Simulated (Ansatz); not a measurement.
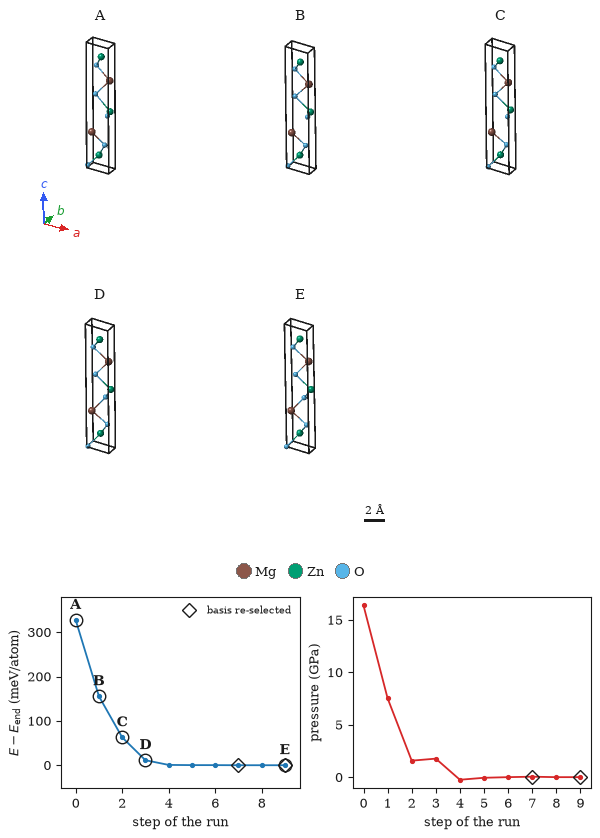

Frames of a relaxation of a crystal of Mg2Zn3O5 (a generated structure, set up in P1) (coarse preliminary run), marked on the history of the run. A ball-and-stick model of the cell of the calculation, reduced to other axes, seen slightly off an axis. Lengths and directions refer to the drawn axes.

Theory: Ansatz, DFT PBE, scalar-relativistic, plane waves, PAW. Settings: plane-wave cutoff 420 eV; k-point mesh 6 × 6 × 6; occupations gaussian; smearing width 0.1 eV; no spin polarisation; cell and atoms relaxed; force threshold 0.025 eV/Å; at most 60 steps.

Q: What happens along the run?

A: Over 7 accepted moves (9 points after the start) the energy falls by 328 meV per atom. Largest force component: 6.6 eV/Å at the start, 0.0026 eV/Å at the end. Pressure: 16.38 GPa at the start and 0.01 GPa at the end. At 2 points the geometry stayed and the basis and grid were re-selected for the new cell (energy shift of 0.2 meV per atom at most each time). The largest moves relative to the cell, 0.33 Å, are those of Mg and Zn atoms. By element the largest moves are Zn 0.33 Å, Mg 0.33 Å, O 0.32 Å. Cell: a 2.972 → 3.045 Å (+2.5 %), b 3.018 → 3.045 Å (+0.9 %), c 12.800 → 12.498 Å (−2.4 %), α 91.1° → 90.0°, β 95.1° → 97.0°, γ 118.9° → 120.0°. Volume −0.5 %. Some distances before and after: Mg–O 2.643 → 2.125 Å, O–Zn 1.670 → 2.170 Å, O–Zn 1.715 → 2.160 Å, O–Zn 2.580 → 2.160 Å. New bonds form, among them: Mg–O (2.63 → 2.13 Å). Bond angles that change, for instance: O–Mg–O 117.5° → 88.5°, Mg–O–Zn 151.8° → 178.3°, O–Mg–O 154.2° → 180.0°. The space group (tolerance 0.01 Å) goes from P1 (No. 1) to R-3m (No. 166). The run took 5 min on 4 threads of Intel(R) Xeon(R) Processor @ 2.50GHz (Skylake/Cascade Lake), on a shared host, peak memory 0.77 GiB. From step 0 to 1: a Zn atom moves most (0.19 Å), volume +1.7 %, energy −172 meV per atom. From step 1 to 2: an O atom moves most (0.16 Å), volume +0.8 %, energy −92.7 meV per atom. From step 2 to 3: an O atom moves most (0.20 Å), volume −3.1 %, energy −51.5 meV per atom. From step 3 to 9: a Zn atom moves most (0.20 Å), volume +0.2 %, energy −11.3 meV per atom.

| step | E − E(0), meV/atom | largest force component, eV/Å | pressure, GPa | volume, Å³/atom | note |
| --- | --- | --- | --- | --- | --- |
| 0 | 0.00 | 6.5848 | 16.38 | 9.985 |  |
| 1 | -172.15 | 3.1705 | 7.53 | 10.160 |  |
| 2 | -264.87 | 0.9511 | 1.58 | 10.237 |  |
| 3 | -316.34 | 0.3234 | 1.77 | 9.916 |  |
| 4 | -326.95 | 0.0984 | -0.24 | 9.952 |  |
| 5 | -327.39 | 0.0257 | -0.05 | 9.938 |  |
| 6 | -327.41 | 0.0020 | 0.01 | 9.935 |  |
| 7 | -327.63 | 0.0024 | 0.05 | 9.935 | same geometry, new basis |
| 8 | -327.64 | 0.0026 | 0.01 | 9.937 |  |
| 9 | -327.65 | 0.0026 | 0.01 | 9.937 | same geometry, new basis |
